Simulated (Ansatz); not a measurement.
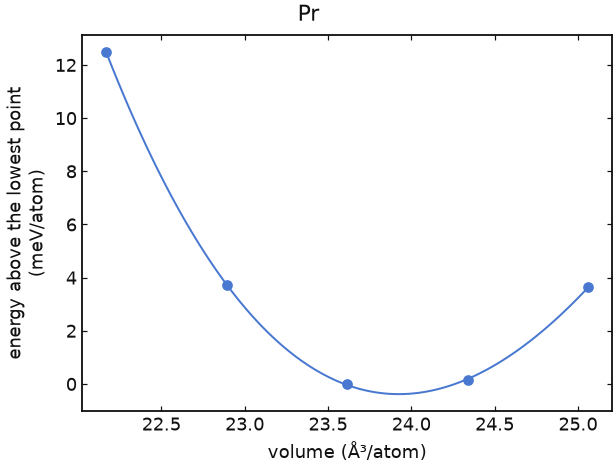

The picture above shows the energy above the lowest point against volume for Pr, space group Fm-3m (No. 225) (one of a set of cubic test structures, which need not be the stable phase).

Method: equation of state of a cubic crystal from periodic Kohn-Sham density functional theory without spin, third-order Birch-Murnaghan fit to the free energies; pressure corrected for the finite basis (Ansatz 0.2.0 development build). Level: r2SCAN.

```json
{"setting": "structure type", "value": "fcc"}
{"setting": "atoms in cell", "value": "1"}
{"setting": "space group number", "value": "225"}
{"setting": "lattice centring", "value": "face-centred primitive"}
{"setting": "k mesh", "value": "13×13×13"}
{"setting": "occupation method", "value": "Fermi–Dirac"}
{"setting": "occupation width", "value": "0.1 eV"}
{"setting": "wave cutoff", "value": "820 eV"}
{"setting": "datasets", "value": "hand-made PAW"}
{"setting": "density tolerance", "value": "1e-09 eV"}
{"setting": "bands", "value": "16"}
{"setting": "density cutoff ratio", "value": "8"}
{"setting": "search for lower states", "value": "default"}
{"setting": "xc grid level", "value": "2"}
```

From this curve and the settings, what does the calculation give for the pressure at the same points?

The pressure falls from 2.625 GPa at volume 22.17 Å³/atom to −1.125 GPa at 25.06 Å³/atom, and changes sign near 23.95 Å³/atom.

```
volume (Å³/atom)  pressure (GPa)
           22.17           2.625
           22.89           1.326
           23.62           0.360
           24.34          -0.410
           25.06          -1.125
```

Limits of the calculation: cubic model structure, not the ambient form; open f shell treated without spin; open f shell, state may not be the lowest.
